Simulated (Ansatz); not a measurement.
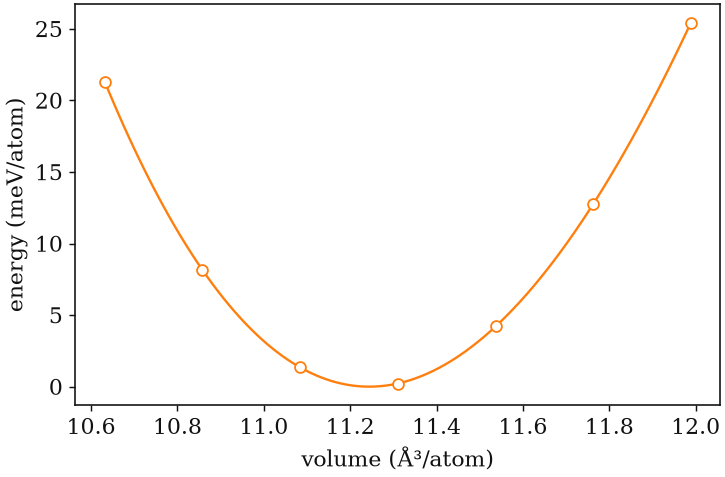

The picture above shows the energy against volume.

Computed with Ansatz 0.2.0: plane-wave DFT, no spin polarisation; energies at scaled volumes of the given cell, shape and fractions fixed, counted from the fit's minimum, third-order Birch-Murnaghan fit. Level: RPBE with D4.

**For which of these solids was it computed?**
A. Nb, Im-3m (No. 229)
B. ZrO₂, P4_2/nmc (No. 137)
C. GaN, P6_3mc (No. 186)

C, GaN: energy from 0.21 meV/atom to 25.43 meV/atom, V0 11.24 Å³/atom, B0 185 GPa. The others give: Nb, energy from 0.16 meV/atom to 63.32 meV/atom, V0 17.98 Å³/atom, B0 171 GPa; ZrO₂, energy from 0.44 meV/atom to 39.95 meV/atom, V0 11.24 Å³/atom, B0 226 GPa.

For GaN, limits of the calculation: the functional was run on potentials made for another functional; shape and atomic fractions are frozen while scaling, which makes layered, chain and framework solids too stiff.

For Nb, limits of the calculation: the functional was run on potentials made for another functional.

For ZrO₂, limits of the calculation: the functional was run on potentials made for another functional; shape and atomic fractions are frozen while scaling, which makes layered, chain and framework solids too stiff.
